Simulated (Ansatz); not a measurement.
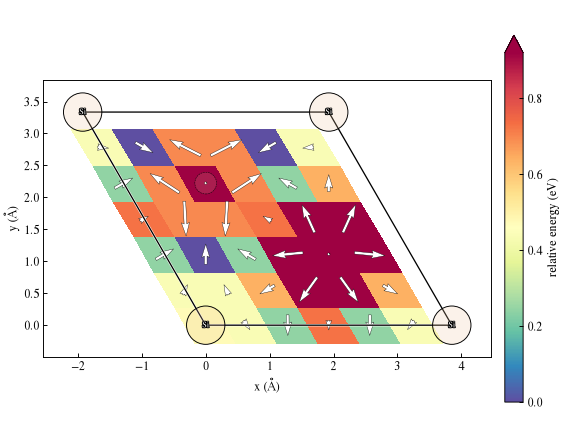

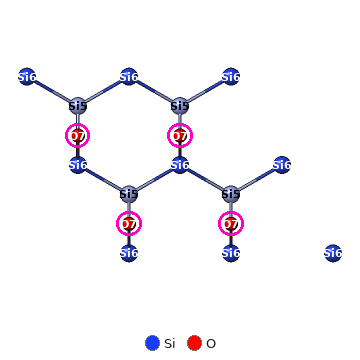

Energy landscape of O on a Si(001) slab cut from the P6_3/mmc phase, its upper half relaxed before the scan (6 atoms of substrate and one adsorbate in a 1 × 1 cell). O is moved over the surface cell; relaxed at each place: the height of the adsorbate's atoms; substrate rigid; the origin of the map has the adsorbate above Si6. Places are given modulo a cell vector. The map is drawn in real space over the plane of the surface. The scan uses a 6 × 6 grid; 10 points were computed and 26 follow by symmetry. Energies are in eV, from the lowest grid point. At some places the adsorbate sinks to or below the level of the top layer. The magnetic moment jumps between some neighbouring points. With one adsorbate in each 1 × 1 cell, its nearest image is 3.9 Å away, so neighbouring adsorbates interact. Method: DFT PBE, scalar-relativistic, plane waves, PAW in Ansatz 0.2.0. Settings: cutoff 420 eV, k-mesh 9×9×1, gaussian smearing 0.05 eV, spin-polarised.

Drawn: one coloured cell a grid point, arrows along the force (downhill), their lengths compressed, labelled circles for the atoms of the top layer and small ones for the second layer, the outline of one cell of the plane, one colour for all values above the top of the scale. The second picture is the structure at the lowest point; rings mark the moved atoms.

Summarise what can be read from the map.

Answer. The lowest grid point is at (1/6, 2/6) of the cell vectors [nearest 1 Si at 1.59 Å]. The same energy is found at (1/6, 5/6) of the cell vectors [nearest 1 Si at 1.59 Å]; (4/6, 5/6) of the cell vectors [nearest 1 Si at 1.59 Å]. The highest grid point, a place at or below the level of the top layer, (4/6, 2/6) of the cell vectors, lies 2.26 eV above the lowest. At the lowest point the adsorbate has 1 Si at 1.59 Å as nearest neighbours, at the highest 3 Si at 2.24 Å. Its relaxed height above the top atom is 1.14 Å at the lowest and −0.91 Å at the highest point.

Each point was launched as `ansatz run input.yaml --threads 1 --pin off --max-ram 3072MiB --backend cpu --events-out ev --progress --plain --runs-dir out`. The whole map (10 points run) took 14 min on 1 thread of AMD EPYC 9R45 96-Core Processor (Zen 5), with other jobs on the host.
